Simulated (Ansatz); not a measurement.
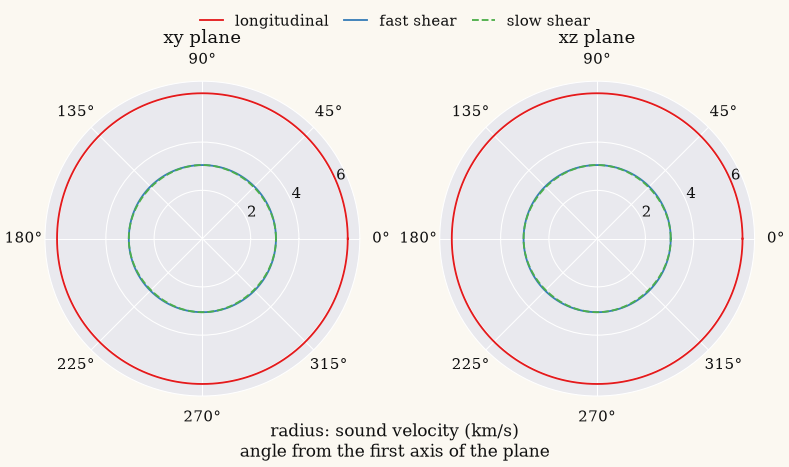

**Figure.** Sound velocities against the direction of travel in the xy and xz planes, from the elastic constants and the density for BAs, space group Fm-3m (No. 225) (cell built by us, not taken from a database).

Along x the longitudinal wave runs at 6.02 km/s and the transverse ones at 3.05 and 3.05 km/s, the same along y and z; along x + y they run at 6.04, 3.05 and 3.02 km/s (density 5.96 g/cm³). Over all directions E runs from 144 to 147 GPa, a ratio of 1.02, so the solid is nearly isotropic. E is 144 GPa along x, y and z alike, and 147 GPa along the body diagonal x + y + z. The Hill averages are K = 144 GPa and G = 55 GPa, Poisson's ratio 0.33; K/G = 2.62, above Pugh's empirical 1.75, a sign of ductile behaviour in a metal.

Calculation (Ansatz 0.2.0): elastic stress-strain coefficients at zero temperature from small strains of the given cell, Voigt order xx yy zz yz xz xy, Cartesian axes of the cell vectors; plane waves with PAW datasets, Γ-centred k mesh. Level: HSE06, no spin polarisation.

```csv
setting,value
wave cutoff,420 eV
k mesh,12×12×12
occupations,Fermi–Dirac
smearing width,0.15 eV
ions,relaxed
strain amplitude,0.005
```

Structure:
```
CELL_PARAMETERS angstrom
0.00000 2.28600 2.28600
2.28600 0.00000 2.28600
2.28600 2.28600 0.00000
ATOMIC_POSITIONS crystal
B 0.00000 0.00000 0.00000
As 0.50000 0.50000 0.50000
```

Note: bands overlap; cell is a saddle point at the zone centre; metal sensitive to the k mesh.
